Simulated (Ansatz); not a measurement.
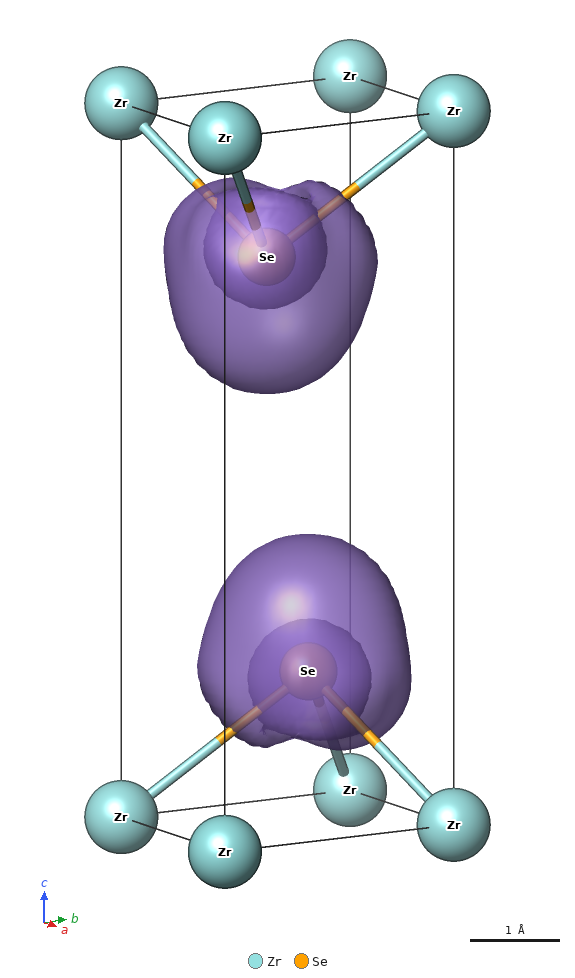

Figure 1: ZrSe$_{2}$. Isosurface of the electron localisation function at 0.75 (purple), seen slightly off an axis. Core shells and regions of very low density are left out. Sticks mark near contacts.

Space group P-3m1.

These are results of Kohn-Sham DFT of a periodic cell, RPBE, Ansatz PAW in Ansatz 0.2.0, not measurements.

```yaml
crystal:
  lattice:
    - [3.83968, 0.00000, 0.00000]
    - [-1.91984, 3.32526, 0.00000]
    - [0.00000, 0.00000, 8.10448]
  atoms:
    - { symbol: Zr, position: [0.00000, 0.00000, 0.00000] }
    - { symbol: Se, position: [0.66667, 0.33333, 0.80472] }
    - { symbol: Se, position: [0.33333, 0.66667, 0.19528] }
```

> What do the ELF domains correspond to?

The ELF exceeds this value in two regions wrapped around Se (the valence shell of each), counted in one cell of 3 atoms. Regions shared between cells count once. Along the contacts the grid gives the following. Zr–Se (2.72 Å): the ELF is about 0.45 at the midpoint.

> Does the calculation make it a metal, or give it a gap?

It is gapped, with a Kohn–Sham gap of 0.60 eV on the k-point mesh (the band edges may lie off the mesh, which would make the gap smaller).
